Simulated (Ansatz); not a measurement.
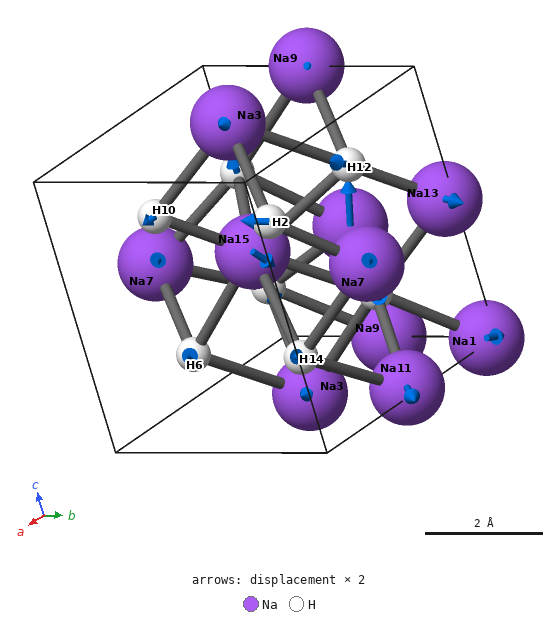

A relaxation of solid NaH (built on the rocksalt type). The starting structure is drawn; blue arrows show the displacements (the part carried along by the change of the cell is left out), magnified 2 times.

A ball-and-stick model of the cell of the calculation, reduced to other axes, seen slightly off an axis. Lengths and directions refer to the drawn axes.

Case: shaken.

All numbers below come from DFT, PBEsol, plane waves, PAW (Ansatz). Settings: plane-wave cutoff 420 eV; k-point mesh 4 × 4 × 4; occupations fermi dirac; smearing width 0.05 eV; no spin polarisation; cell and atoms relaxed; force threshold 0.01 eV/Å; at most 120 steps.

Q: Describe the change and its energy.

A: A Na atom moves most relative to the cell: 0.43 Å along [−1 0 2]. By element the largest moves are Na 0.43 Å, H 0.33 Å. The drawn cell changes as follows: a 6.712 → 6.776 Å (+0.9 %), b 6.749 → 6.776 Å (+0.4 %), c 6.788 → 6.777 Å (−0.2 %), α 61.6° → 60.0°, β 61.3° → 60.0°, γ 61.1° → 60.0°; the volume changes by −1.7 %. Among the contacts that change: Na–Na 2.863 → 3.388 Å, H–Na 2.873 → 2.396 Å, Na–Na 2.982 → 3.388 Å, H–Na 2.037 → 2.396 Å. Bond angles that change, for instance: Na–H–Na 156.4° → 180.0°, H–Na–H 110.8° → 90.0°, Na–H–Na 159.2° → 180.0°. The space group (tolerance 0.01 Å) goes from P1 (No. 1) to Fm-3m (No. 225). Over 4 accepted moves (5 points after the start) the energy falls by 69.4 meV per atom. The largest force component goes from 0.91 to 0.00038 eV/Å. The pressure goes from 0.74 to 0.00 GPa. The SCF was repeated once at an unchanged geometry on a basis and grid sized afresh for the cell, which shifted the energy by 0.1 meV per atom at most. Cost: 27 s on 1 × NVIDIA H100 80GB HBM3 with 2 threads of AMD EPYC 7R13 Processor (Zen 3) (shared host), peak memory 1.2 GiB.
